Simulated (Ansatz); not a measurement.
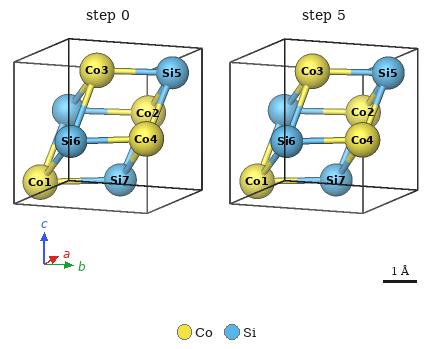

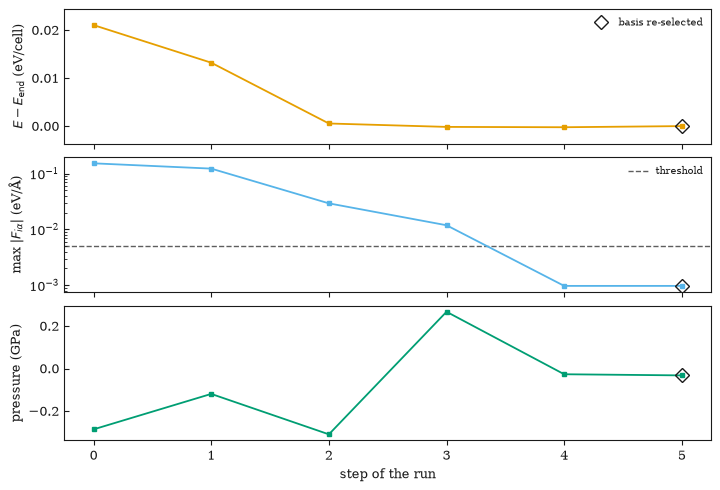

First and last geometry of a relaxation of crystalline CoSi (set up in P2_13), with the history of the run. The picture is a ball-and-stick view of the cell of the calculation, seen from a free direction.

Level of theory: DFT PBE, scalar-relativistic, plane waves, PAW in Ansatz 0.2.0. Set-up: plane-wave cutoff 420 eV; k-point mesh 8 × 8 × 8; occupations gaussian; smearing width 0.1 eV; no spin polarisation; cell and atoms relaxed; force threshold 0.005 eV/Å; at most 80 steps.

### What do the curves and the structures tell?

It converged. The largest moves relative to the cell, 0.039 Å, are those of Co atoms. Largest moves by element: Co 0.039 Å, Si 0.001 Å. Cell: a = b = c 4.438 → 4.431 Å (−0.2 %). Volume −0.5 %. Near-neighbour distances that change, for instance: Co–Si 2.466 → 2.432 Å, Co–Si 2.283 → 2.317 Å, Co–Si 2.326 → 2.335 Å. The space group stays P2_13 (No. 198). After 4 accepted moves (5 points after the start) the energy has fallen by 21.0 meV per cell of the calculation. The largest force component goes from 0.15 to 0.00097 eV/Å. The pressure goes from −0.29 to −0.03 GPa. At 1 point the geometry stayed and the basis and grid were re-selected for the new cell (energy shift of 0.2 meV per cell of the calculation at most each time). Cost: 61 s on 2 threads of Oxide Virtual Turin-like Processor (Zen 5), on a shared host, peak memory 0.51 GiB.

```tsv
step	E − E(0), meV/atom	largest force component, eV/Å	pressure, GPa	volume, Å³/atom	note
0	0.00	0.1522	-0.29	10.926	
1	-0.98	0.1224	-0.12	10.909	
2	-2.56	0.0292	-0.31	10.882	
3	-2.65	0.0119	0.27	10.860	
4	-2.66	0.0010	-0.03	10.874	
5	-2.63	0.0010	-0.03	10.874	same geometry, new basis
```

Limits of the set-up: an element that often carries a moment was run without spin polarisation.
